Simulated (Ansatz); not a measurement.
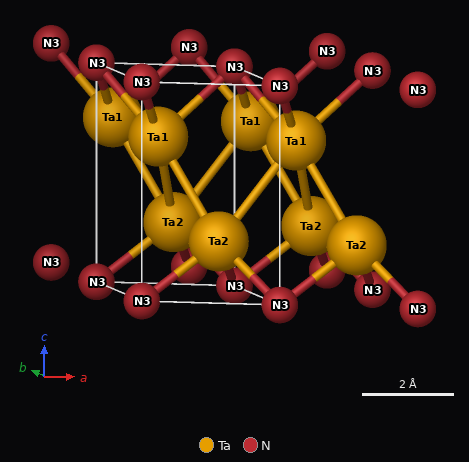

**Figure 1.** The structure as given in the input (ball-and-stick view of the cell of the calculation, set on other vectors, repeated 2 × 2 × 1, seen slightly off an axis; atoms are numbered from 1 in the order of the input). An atom can appear more than once, as a periodic image.

## What a change does: single-point calculation on Ta₂N

System: Ta₂N (3 atoms in the cell).
Method of run 1: DFT PBE, scalar-relativistic, plane waves, PAW, no spin polarisation (Ansatz 0.2.0).

The structure derives from a Materials Project entry. Text and figures count atoms from 1; the logs count them from 0 in places.

### The input, run 1
```yaml
crystal:
  lattice:
    - [3.1011400556, 0.0, 0.0]
    - [-1.5505700278, 2.6856660688, 0.0]
    - [0.0, 0.0, 4.8818900623]
  atoms:
    - { symbol: Ta, position: [0.5947347286, 0.2806755, 0.7039372928] }
    - { symbol: Ta, position: [0.3333333333, 0.6666666667, 0.2550949678] }
    - { symbol: "N", position: [0.0, 0.0, 0.0] }
basis:
  ecutwfc: 420
kpoints:
  mp_grid: { grid: [18, 18, 10] }
hamiltonian:
  xc: pbe
scf:
  occupations: { method: gaussian, width: 0.15 }
output:
  forces: true
  stress: true
  eigenvalues: true
```

Command:
```bash
ansatz run input.yaml --threads 2 --pin off --max-ram 5120MiB --backend cpu --events-out ev --progress --plain --runs-dir out
```

Hardware: 2 threads of Intel Xeon @ 2.90GHz (Ice Lake), 192 GiB of memory available, shared host.

### Output, shortened to warnings, some set-up lines, iterations and results (run 1)
```
Basis set: ecut = 420 eV, 773 PW (Γ), exchange–correlation on 48×48×72 points (8 copies of the dense FFT grid, shifted against one another)
Symmetry: 1 space group operations
k-points: 1624 of 3240 (time reversal used)
Initial density: superposition of atomic densities (neutral atoms: chi_scale 0, normalization atom), corrected by the library's trained network
[...]
SCF iter   1: F=—  HF=-20250.516012 eV  |F-HF|=—  |Δ(HF+E_count)|=         —  Δρ=6.48e-3  dr2=1.34e-2  ethr=1.77e-3  ⟨swp⟩=5.0  Hψ=142053  notcnv=0
SCF iter   2: F=—  HF=-20250.514434 eV  |F-HF|=—  |Δ(HF+E_count)|=   1.58e-3  Δρ=3.65e-3  dr2=3.38e-3  ethr=4.31e-5  ⟨swp⟩=1.1  Hψ=45617  notcnv=0
SCF iter   3: F=—  HF=-20250.514281 eV  |F-HF|=—  |Δ(HF+E_count)|=   1.53e-4  Δρ=1.08e-3  dr2=4.14e-4  ethr=1.09e-5  ⟨swp⟩=3.0  Hψ=51538  notcnv=0
SCF iter   4: F=—  HF=-20250.514237 eV  |F-HF|=—  |Δ(HF+E_count)|=   4.42e-5  Δρ=2.61e-4  dr2=3.70e-5  ethr=1.33e-6  ⟨swp⟩=2.0  Hψ=44414  notcnv=0
SCF iter   5: F=—  HF=-20250.514243 eV  |F-HF|=—  |Δ(HF+E_count)|=   5.69e-6  Δρ=1.07e-4  dr2=3.54e-6  ethr=1.19e-7  ⟨swp⟩=2.0  Hψ=43296  notcnv=0
SCF iter   6: F=-20250.514242 eV  HF=-20250.514242 eV  |F-HF|=2.07e-8  |Δ(HF+E_count)|=   5.16e-7  Δρ=1.75e-5  dr2=8.88e-8  ethr=3.23e-10  ⟨swp⟩=3.7  Hψ=137988  notcnv=0
SCF 1 converged in 6 iterations: F = -20250.514242 eV  dr2 = 8.88e-8
SCF converged after 6 iterations
Free energy (F): -20250.514242 eV
Harris-Foulkes:  -20250.514242 eV  (|F-HF|=2.07e-8)
Internal energy: -20250.497929 eV  (E = F + TS)
E sigma→0 (E₀):  -20250.506086 eV
Entropy (-TS):   -0.016313 eV (-5.438 meV/atom)
Fermi energy:    19.651235 eV
--- Per-component energies (eV) ---
  E_band       = -173.254093
  E_kinetic    = 863.643691
  E_local      = -1193.647023  (includes V_loc(G=0)·N_el)
  E_nonlocal   = 73.927057
  E_hartree    = 406.884231
  E_xc         = -497.994971
  E_vxc        = -485.832186  (∫ρ·V_xc dr)
  E_paw        = -16920.467279  (= ΣΔE_a)
  E_vpaw       = -245.113924  (= ΣTr[D̂ρ^β])
  E_aug_tail   = 0.000411  (compensation charges beyond the density's cutoff)
  E_ewald      = -2982.844045
  E_smearing   = -0.016313  (= −TS)
  E_closure    = 0.000000  (closes the sum)
  Σ components = -20250.514242   (vs F -20250.514242, Δ=0.00e0)
--- Forces (eV/Å), atoms counted from 1 ---
  atom   1  Ta     0.59507304     0.52999733     3.01973315
  atom   2  Ta     0.07539253     0.00376073    -1.95732347
  atom   3  N     -0.67046951    -0.53376502    -1.06235711
  max |Σ_I F_I| component: 5.26e-5 eV/Å
--- Stress (GPa, compression-positive) ---
       -1.814815      -0.707648      -1.433641
       -0.707647       1.124593      -0.161162
       -1.433643      -0.161162       5.835189
  P = ⅓ Tr σ = 1.7150 GPa (17.150 kbar)
```

The input of run 2 differs as follows (lines with − go, lines with + come):
```diff
-    - { symbol: Ta, position: [0.5947347286, 0.2806755, 0.7039372928] }
+    - { symbol: Ta, position: [0.6666666667, 0.3333333333, 0.7039372928] }
```

Predict how the results change.

With the same functional and potentials, run 2 lies 23.6 meV per atom lower. The pressure goes from 1.71 to 0.03 GPa. The largest force goes from 3.123 to 3.301 eV/Å. The SCF takes 7 iterations against 6. The irreducible k-points go from 1624 to 330. On the same kind of shared host run 2 took about 0.21 times as long.

### Output, shortened to warnings, some set-up lines, iterations and results (run 2)
```
Basis set: ecut = 420 eV, 773 PW (Γ), exchange–correlation on 48×48×72 points (8 copies of the dense FFT grid, shifted against one another)
Symmetry: 6 space group operations
k-points: 330 of 3240 (time reversal used)
Initial density: superposition of atomic densities (neutral atoms: chi_scale 0, normalization atom), corrected by the library's trained network
[...]
SCF iter   1: F=—  HF=-20250.586720 eV  |F-HF|=—  |Δ(HF+E_count)|=         —  Δρ=6.25e-3  dr2=1.10e-2  ethr=1.77e-3  ⟨swp⟩=5.0  Hψ=28843  notcnv=0
SCF iter   2: F=—  HF=-20250.585373 eV  |F-HF|=—  |Δ(HF+E_count)|=   1.35e-3  Δρ=3.55e-3  dr2=3.46e-3  ethr=3.53e-5  ⟨swp⟩=1.2  Hψ=9361  notcnv=0
SCF iter   3: F=—  HF=-20250.585214 eV  |F-HF|=—  |Δ(HF+E_count)|=   1.60e-4  Δρ=1.33e-3  dr2=6.00e-4  ethr=1.12e-5  ⟨swp⟩=2.4  Hψ=8875  notcnv=0
SCF iter   4: F=—  HF=-20250.585116 eV  |F-HF|=—  |Δ(HF+E_count)|=   9.77e-5  Δρ=2.43e-4  dr2=2.85e-5  ethr=1.94e-6  ⟨swp⟩=2.0  Hψ=8988  notcnv=0
SCF iter   5: F=—  HF=-20250.585122 eV  |F-HF|=—  |Δ(HF+E_count)|=   5.65e-6  Δρ=7.85e-5  dr2=3.18e-6  ethr=9.21e-8  ⟨swp⟩=2.1  Hψ=8460  notcnv=0
SCF iter   6: F=—  HF=-20250.585121 eV  |F-HF|=—  |Δ(HF+E_count)|=   4.29e-7  Δρ=1.93e-5  dr2=1.23e-7  ethr=1.02e-8  ⟨swp⟩=2.2  Hψ=8939  notcnv=0
SCF iter   7: F=-20250.585121 eV  HF=-20250.585121 eV  |F-HF|=9.09e-10  |Δ(HF+E_count)|=  2.62e-10  Δρ=3.28e-6  dr2=3.09e-9  ethr=3.23e-10  ⟨swp⟩=4.8  Hψ=21793  notcnv=0
SCF 1 converged in 7 iterations: F = -20250.585121 eV  dr2 = 3.09e-9
SCF converged after 7 iterations
Free energy (F): -20250.585121 eV
Harris-Foulkes:  -20250.585121 eV  (|F-HF|=9.09e-10)
Internal energy: -20250.569099 eV  (E = F + TS)
E sigma→0 (E₀):  -20250.577110 eV
Entropy (-TS):   -0.016022 eV (-5.341 meV/atom)
Fermi energy:    19.699048 eV
--- Per-component energies (eV) ---
  E_band       = -173.261724
  E_kinetic    = 863.056638
  E_local      = -1188.513651  (includes V_loc(G=0)·N_el)
  E_nonlocal   = 73.694188
  E_hartree    = 404.569157
  E_xc         = -497.877661
  E_vxc        = -485.680959  (∫ρ·V_xc dr)
  E_paw        = -16920.336631  (= ΣΔE_a)
  E_vpaw       = -244.957048  (= ΣTr[D̂ρ^β])
  E_aug_tail   = 0.000373  (compensation charges beyond the density's cutoff)
  E_ewald      = -2985.161513
  E_smearing   = -0.016022  (= −TS)
  E_closure    = -0.000000  (closes the sum)
  Σ components = -20250.585121   (vs F -20250.585121, Δ=0.00e0)
--- Forces (eV/Å), atoms counted from 1 ---
  atom   1  Ta     0.00000000    -0.00000000     3.30148490
  atom   2  Ta    -0.00000000     0.00000000    -2.07697894
  atom   3  N     -0.00000000     0.00000000    -1.22454914
  max |Σ_I F_I| component: 4.32e-5 eV/Å
--- Stress (GPa, compression-positive) ---
       -1.488417       0.000000      -0.000000
       -0.000000      -1.488417      -0.000000
       -0.000000      -0.000000       3.076882
  P = ⅓ Tr σ = 0.0333 GPa (0.333 kbar)
```

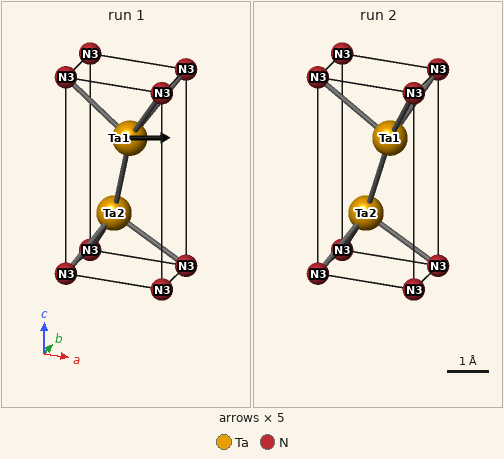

**Figure 2.** The two input geometries at one scale (ball-and-stick view of the cell of the calculation, seen slightly off an axis). The black arrows on the first give the shifts of the atoms relative to the cell, magnified 5 times. Ta1 moves most: 0.20 Å. N stays in place. The cell doesn't change. Among the contacts that change: Ta1–N3 2.155 → 2.301 Å, Ta1–Ta2 2.956 → 2.830 Å.

### The two runs side by side

```tsv
quantity	run 1	run 2
outcome	converged	converged
free energy per atom (eV)	−6750.1714	−6750.1950
energy per atom, smearing taken to zero (eV)	−6750.1687	−6750.1924
gap on the mesh (eV)	0.00	0.00
pressure (GPa)	1.71	0.03
largest force (eV/Å)	3.123	3.301
SCF iterations	6	7
irreducible k-points	1624	330
plane waves at Γ	773	773
wall time (shared host)	46 s	9.8 s
```

For both runs: Spin–orbit coupling is left out, which matters for Ta. The cell holds an odd number of electrons but the run has no spin polarisation, so a band is left half filled.
